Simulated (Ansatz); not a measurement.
System: SnO.

The calculation's input:

```
crystal:
  lattice:
    - [3.802, 0.0, 0.0]
    - [0.0, 3.802, 0.0]
    - [0.0, 0.0, 4.836]
  atoms:
    - { symbol: Sn, position: [0.0, 0.503945292, 0.2385] }
    - { symbol: Sn, position: [0.5, -0.003945292, 0.7615] }
    - { symbol: O, position: [0.0, 0.0007138422, 0.0] }
    - { symbol: O, position: [0.5, 0.4992861578, 0.0] }
basis:
  ecutwfc: 420
kpoints:
  mp_grid: { grid: [12, 12, 10] }
hamiltonian:
  xc: pbe
  dispersion: d3bj
scf:
  occupations: { method: gaussian, width: 0.15 }
output:
  forces: true
  stress: true
  eigenvalues: true
  write_density: true
  write_potential: true
  elf: true
  volumetric_format: npy
```

Command:

```sh
ansatz run input.yaml --threads 2 --pin off --max-ram 5120MiB --backend cpu --events-out ev --progress --plain --runs-dir out
```

Below, planes, directions and counts refer to the conventional cell (a = 3.80 Å, b = 3.80 Å, c = 4.84 Å, α = 90.00°, β = 90.00°, γ = 90.00°).

Space group P2₁/m; not relaxed (largest force 0.4 eV/Å); computed pressure about 2 GPa in this cell.

These are results of Ansatz, DFT PBE+D3(BJ), scalar-relativistic, plane waves, PAW, not measurements.

Q: What will maps of the valence pseudo-density and electron localisation function show?

A: Sn–O (2.22 Å): ρ at the midpoint is about 0.47 e/Å³; the ELF peaks at about 0.85 in the valence shell of O, 0.6 Å from its nucleus, and is about 0.20 at the midpoint; no localised pair shows between them.

Q: Does the calculation make it a metal, or give it a gap?

A: It is gapless in this calculation (a metal or semimetal).

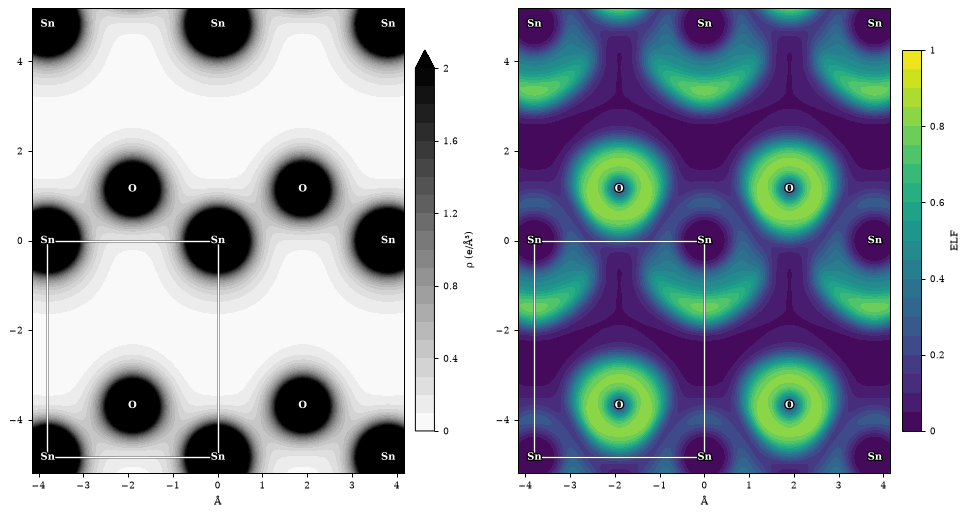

Computed valence pseudo-density and electron localisation function on the (100) plane of the conventional cell, in this order. 

Core electrons are frozen (PAW), and the valence fields are smoothed inside the atomic spheres.
